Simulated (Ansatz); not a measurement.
SnSe₂ (space group P-3m1, No. 164): the end point of a relaxation with DFT, PBEsol, plane waves, PAW (Ansatz 0.2.0).

```xyz
3
Lattice="3.8220 0.0000 0.0000 -1.9110 3.3100 0.0000 0.0000 0.0000 6.1474" Properties=species:S:1:pos:R:3 pbc="T T T"
Sn    0.0000    0.0000    0.0000
Se    1.9110    1.1033    4.5636
Se    0.0000    2.2066    1.5838
```

Describe the stacking along c, naming the columns A, B, C as they first turn up.

Sn(A) – Se(B) – Se(C) (three layers in 6.15 Å).

Se layers alone: BC, the hexagonal close-packed type.

Sn: one octahedral site (per hexagonal cell). One of the two gaps between Se layers is empty, 2.98 Å wide.

Polytype symbol 1T, the symbol of a layered MX2 polytype (number of slabs in the repeat and lattice).

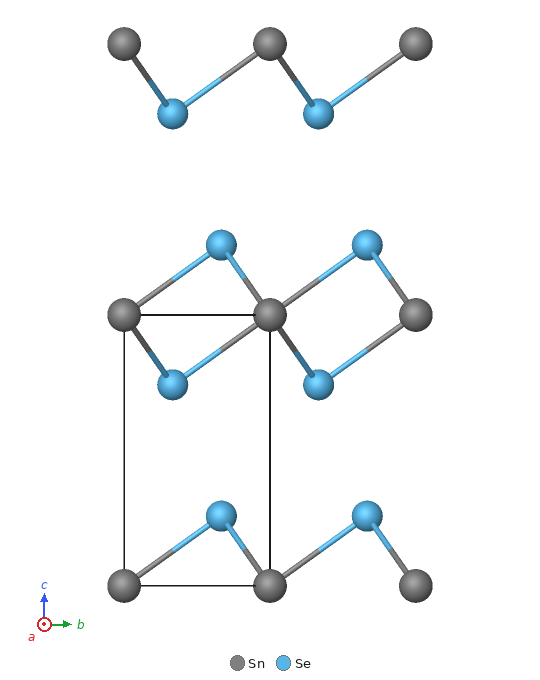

Projection along an edge of the hexagonal mesh, stacking direction c upwards. Every atom sits on one of the three columns of the mesh; call them A, B, C in the order in which they first turn up. The sequence starts with the first layer at or above the cell's origin.
